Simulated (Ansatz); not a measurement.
Ag

```
Ag
1.0
     1.92263   -1.92263    0.00000
     1.92263    1.92263    0.00000
     0.00000    0.00000    4.61431
Ag
2
Direct
  0.00000 0.00000 0.00000
  0.50000 0.50000 0.50000
```

Space group I4/mmm; computed without spin polarisation.

All numbers below come from DFT PBEsol, scalar-relativistic, plane waves, PAW in Ansatz 0.2.0.

Question: What can the converged valence pseudo-density and electron localisation function tell about the bonding?

Answer: Ag–Ag (2.72 Å): ρ at the midpoint is about 0.28 e/Å³; the ELF is about 0.15 at the midpoint; no shared electron pair shows on this line.

Question: Does the calculation give a band gap?

Answer: It is metallic or semimetallic at this level of theory: no gap opens.

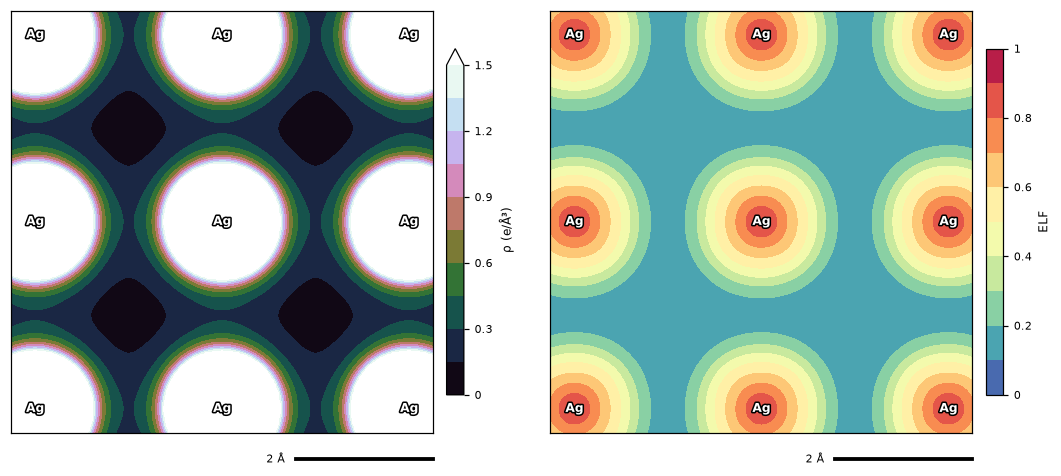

Computed valence pseudo-density and electron localisation function on the (001) plane of the conventional cell, in this order. 

In a PAW calculation such maps are meaningful between the atoms, not at the nuclei.
